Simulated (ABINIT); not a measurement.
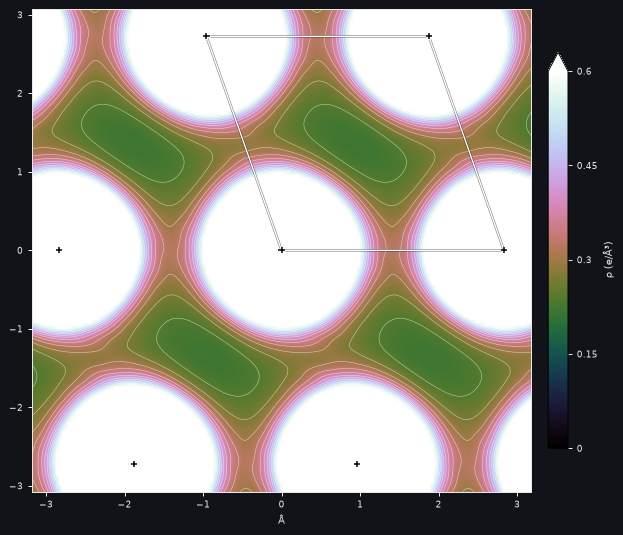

The valence charge density (pseudo) on a plane through atoms (crosses mark nuclei in the plane).

Computed with Kohn-Sham DFT of a periodic cell, PBEsol, PseudoDojo NC SR PBEsol v0.4.1 standard in ABINIT 10.8.3.

Candidates:
A. Ta, a = 2.80 Å, b = 2.83 Å, c = 2.89 Å, α = 109.34°, β = 108.59°, γ = 108.71°. Space group P-1; computed pressure about −4 GPa in this cell.
B. WC, a = 2.91 Å, b = 2.91 Å, c = 2.84 Å, α = 90.00°, β = 90.00°, γ = 120.00°. Space group P-6m2; computed pressure about −3 GPa in this cell.
C. Cu, a = 2.53 Å, b = 2.54 Å, c = 2.56 Å, α = 90.19°, β = 119.27°, γ = 119.74°. Space group P-1; computed pressure about −7 GPa in this cell.

Q: Which candidate gave the map?

A: Candidate A: Ta on the (100) plane of the conventional cell, which holds Ta. Ta–Ta (2.89 Å): ρ at the midpoint is about 0.29 e/Å³.
